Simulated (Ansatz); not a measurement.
# Calculations on HfO₂ and related structures

## 1. Relaxation

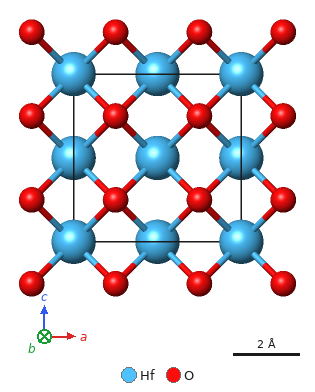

Starting structure of crystalline HfO2 (set up in Fm-3m) (coarse preliminary run). The picture is a ball-and-stick view of the conventional cell (4 times the calculation's cell), seen along the b axis. Lengths and directions refer to the drawn axes.

The calculation used DFT r2SCAN, scalar-relativistic, plane waves, PAW in Ansatz.

The input:
```yaml
crystal:
  lattice:
    - [0.0, 2.5575, 2.5575]
    - [2.5575, 0.0, 2.5575]
    - [2.5575, 2.5575, 0.0]
  atoms:
    - { symbol: Hf, position: [0.0, 0.0, 0.0] }
    - { symbol: O, position: [0.25, 0.25, 0.25] }
    - { symbol: O, position: [0.75, 0.75, 0.75] }
basis:
  ecutwfc: 500
kpoints:
  mp_grid: { grid: [6, 6, 6] }
hamiltonian:
  xc: r2scan
scf:
  occupations: { method: gaussian, width: 0.1 }
output:
  forces: true
  stress: true
  eigenvalues: true
relax:
  adjacent_minimum: "off"
  f_tol: 0.05
  max_steps: 80
  cell: { stress_tol: 0.5 }
```

### Where does the relaxation end?

Over 2 accepted moves (3 points after the start) the energy falls by 29.7 meV per cell of the calculation. All forces vanish by symmetry, so only the cell relaxes. The pressure goes from −8.43 to −0.11 GPa. At 1 point the geometry stayed and the basis and grid were re-selected for the new cell (energy shift of 0.7 meV per cell of the calculation at most each time). No atom moves by more than 0.005 Å relative to the cell. Cell: a = b = c 5.115 → 5.059 Å (−1.1 %). Volume −3.2 %. Among the contacts that change: Hf1–O2 2.215 → 2.191 Å. The space group stays Fm-3m (No. 225). The run took about 8 core-seconds on a shared host.

History of the run:

```tsv
step	E − E(0), meV/atom	pressure, GPa	volume, Å³/atom	note
0	0.00	-8.43	11.152	
1	-9.49	2.38	10.693	
2	-10.12	-0.13	10.791	
3	-9.90	-0.11	10.791	same geometry, new basis
```

The end point in the same view:

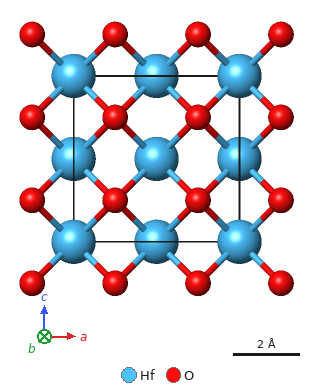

## 2. Relaxation

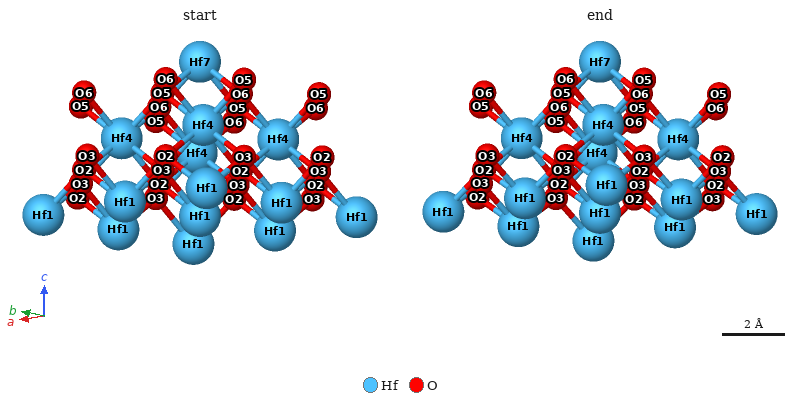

The structure of a slab of composition Hf₅O₈ (cut from the Fm-3m phase) before (left) and after (right) a relaxation, at one scale.

Style: ball-and-stick. Shown: the atoms within 5.8 Å of the atom that moves most (axes of the 2 × 2 repeat of the cell, outlined in the plane, without the vacuum), from a free direction.

Case: (1 0 0) slab, atoms relaxed. The slab is the (1 0 0) face of HfO2.

The calculation used DFT r2SCAN, scalar-relativistic, plane waves, PAW (Ansatz 0.2.0).

The input:
```yaml
crystal:
  lattice:
    - [3.5767737798, 0.0, 0.0]
    - [0.0, 3.5767737798, 0.0]
    - [0.0, 0.0, 25.1166439777]
  atoms:
    - { symbol: Hf, position: [0.5, 0.5, 0.2986067727] }
    - { symbol: O, position: [0.0, 0.5, 0.3489550795] }
    - { symbol: O, position: [0.5, 0.0, 0.3489550795] }
    - { symbol: Hf, position: [0.0, 0.0, 0.3993033864] }
    - { symbol: O, position: [0.5, 0.0, 0.4496516932] }
    - { symbol: O, position: [0.0, 0.5, 0.4496516932] }
    - { symbol: Hf, position: [0.5, 0.5, 0.5] }
    - { symbol: O, position: [0.0, 0.5, 0.5503483068] }
    - { symbol: O, position: [0.5, 0.0, 0.5503483068] }
    - { symbol: Hf, position: [0.0, 0.0, 0.6006966136] }
    - { symbol: O, position: [0.5, 0.0, 0.6510449205] }
    - { symbol: O, position: [0.0, 0.5, 0.6510449205] }
    - { symbol: Hf, position: [0.5, 0.5, 0.7013932273] }
basis:
  ecutwfc: 500
kpoints:
  mp_grid: { grid: [8, 8, 1] }
hamiltonian:
  xc: r2scan
scf:
  occupations: { method: gaussian, width: 0.05 }
output:
  forces: true
  eigenvalues: true
relax:
  adjacent_minimum: "off"
  f_tol: 0.02
  max_steps: 60
efield:
  axis: 3
  dipole_correction: true
```

**Summarise the run.**

The largest moves relative to the layer's centre, 0.10 Å, are those of Hf1 and Hf13. Hf1 goes along the normal (+c). O stays in place. The cell doesn't change. Among the contacts that change: Hf1–O2 2.190 → 2.134 Å. Among the angles between lasting bonds that change: Hf1–O3–Hf1 109.5° → 113.9°, O2–Hf1–O2 109.5° → 113.9°, O2–Hf1–O3 70.5° → 72.7°. After 3 geometry steps the energy has fallen by 0.185 eV per cell of the calculation. The largest force component goes from 1.8 to 0.014 eV/Å.

## 3. A change

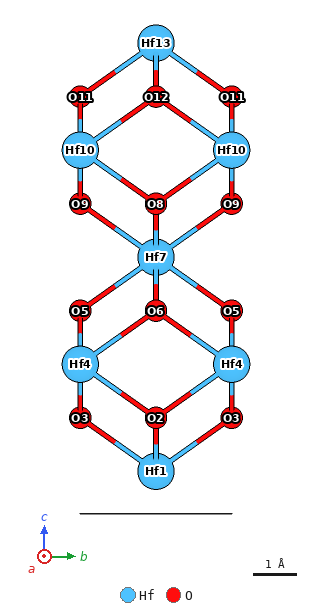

Reference structure: a (1 0 0) slab of HfO2 as cut from the relaxed bulk. Style: ball-and-stick. Shown: the cell of the calculation, outlined in the plane, without the vacuum, along the a axis.

Level of theory: DFT r2SCAN, scalar-relativistic, plane waves, PAW (Ansatz 0.2.0). Settings: plane-wave cutoff 500 eV; occupations gaussian; no spin polarisation. The k-mesh is chosen for each cell (8×8×8, 8×8×1). Smearing widths differ between the runs.

Now this is done to it. The atoms of the slab are relaxed at the bulk's in-plane cell.

What does the calculation give for the changed structure?

Answer. The slab isn't stoichiometric; relaxing it gains 0.116 J/m². The top spacing, between the Hf and O2 planes, goes from 1.26 to 1.16 Å (−7.9 %), the bottom one (Hf to O2) from 1.26 to 1.16 Å (−7.9 %). The lattice vectors keep their values. The largest moves relative to the layer's centre, 0.10 Å, are those of Hf1 and Hf13. Hf1 goes along the normal (+c). O stays in place. Some distances before and after: Hf–O 2.190 → 2.134 to 2.191 Å.

The changed structure in the same view:

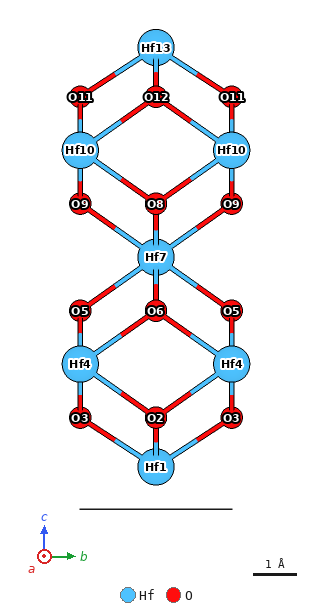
